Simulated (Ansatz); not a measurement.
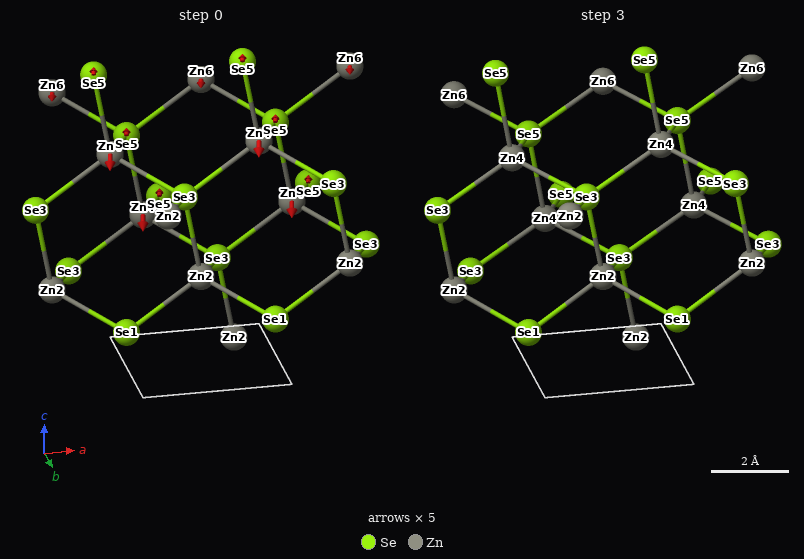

The structure of a slab of composition ZnSe (cut from the F-43m phase) before (left) and after (right) a constrained relaxation, at one scale. The red arrows give the displacements, magnified 5 times.

The picture is a ball-and-stick view of the cell of the calculation, outlined in the plane, without the vacuum, seen from a free direction.

Case: clean slab, lower half held. The slab is the (1 0 0) face of ZnSe. 3 atoms are held fixed.

Level of theory: DFT PBEsol, scalar-relativistic, plane waves, PAW in Ansatz. (plane-wave cutoff 420 eV; k-point mesh 7 × 7 × 1; occupations gaussian; smearing width 0.05 eV; no spin polarisation; dipole correction; atoms relaxed in a fixed cell; force threshold 0.03 eV/Å; at most 70 steps)

> Describe what moved and what it gained.

The atom that moves furthest is Zn4 (0.097 Å along the normal (−c)). Largest moves by element: Zn 0.097 Å, Se 0.045 Å. The cell stays as it was. Some distances before and after: Zn4–Se5 2.439 → 2.524 Å, Se3–Zn4 2.439 → 2.385 Å, Se5–Zn6 2.439 → 2.385 Å. Among the angles between lasting bonds that change: Se5–Zn4–Se5 109.5° → 104.2°, Zn4–Se5–Zn4 109.5° → 104.2°, Se3–Zn4–Se3 109.5° → 113.3°. Over 3 geometry steps the energy falls by 54.2 meV per cell of the calculation. The largest force component goes from 0.72 to 0.0085 eV/Å.
